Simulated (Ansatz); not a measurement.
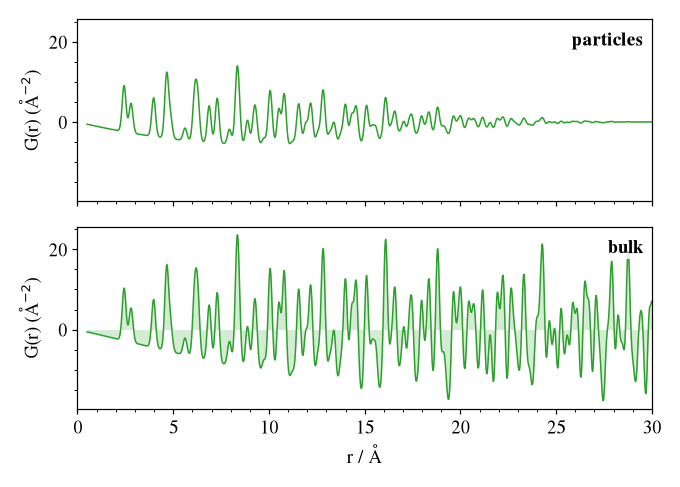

Computed X-ray G(r), with each pair weighted by the product of the atomic numbers (X-ray weights at Q = 0) and a uniform peak width σ = 0.10 Å, for spherical particles of Co with the bulk structure: the bulk G(r) is multiplied by the envelope of a sphere of diameter D, 1 − 3r/2D + r³/2D³, with no surface relaxation. The number density is 0.0902 atoms per Å³. Structure used: the input geometry of an electronic-structure calculation (not necessarily at equilibrium); the starting structure was generated, so it need not be a known form of this composition.

Estimate the particle diameter.

About 30 Å (3.0 nm): the signal is half of the bulk amplitude at r ≈ 10.4 Å and vanishes at r = D, fading from view somewhat earlier.

Roughly how many atoms does one particle hold?

About 1300 (number density 0.0902 Å⁻³ times πD³/6).
